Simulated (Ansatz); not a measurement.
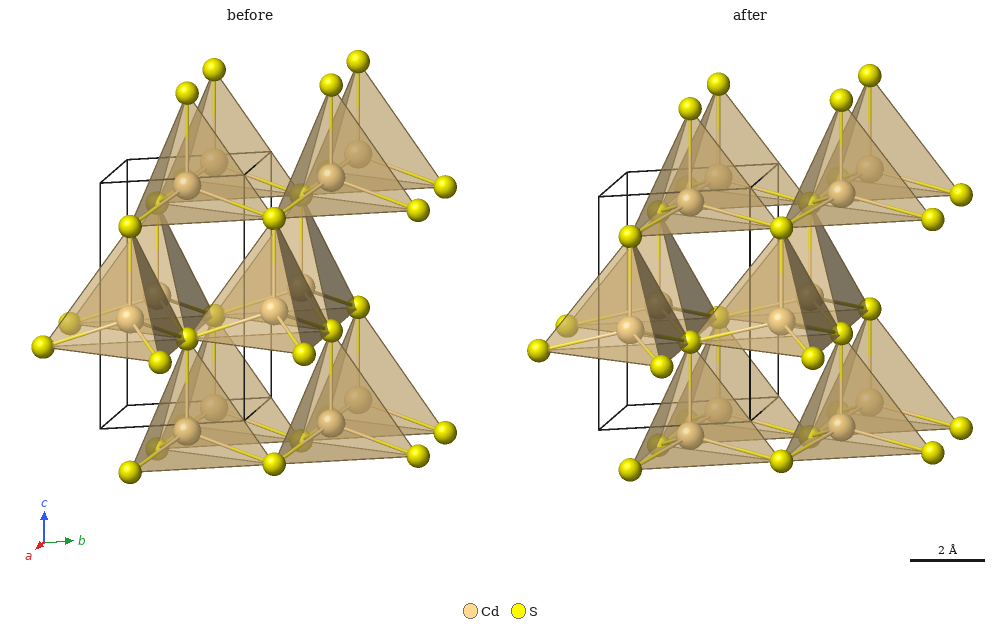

Left: crystalline CdS (built on the wurtzite type) at its r2SCAN-relaxed geometry. Right: the same structure after one change, at the same scale. A polyhedral model of the cell of the calculation, repeated 2 × 2 × 1 with one cell outlined, seen slightly off an axis.

Theory: Ansatz, DFT, PBE, plane waves, PAW. Settings: plane-wave cutoff 420 eV; k-point mesh 12 × 12 × 4; occupations fermi dirac; smearing width 0.02 eV; no spin polarisation.

> Which change leads from the left to the right?

The cell is strained by −5.1 % along c and +5.0 % across it (volume +4.7 %). The atoms and the free axis were relaxed with r2SCAN under that strain, and this is a single point on that geometry.

> And its effect?

It costs 24.5 meV per atom. Pressure: 1.4 GPa before, −1.3 GPa after. The principal stresses (compression positive) are 1.4 GPa along c and −2.7 GPa across it. The forces stay under 0.01 eV/Å. Some distances before and after: Cd–S 2.546 → 2.575 to 2.604 Å. The space group stays P6_3mc (No. 186).
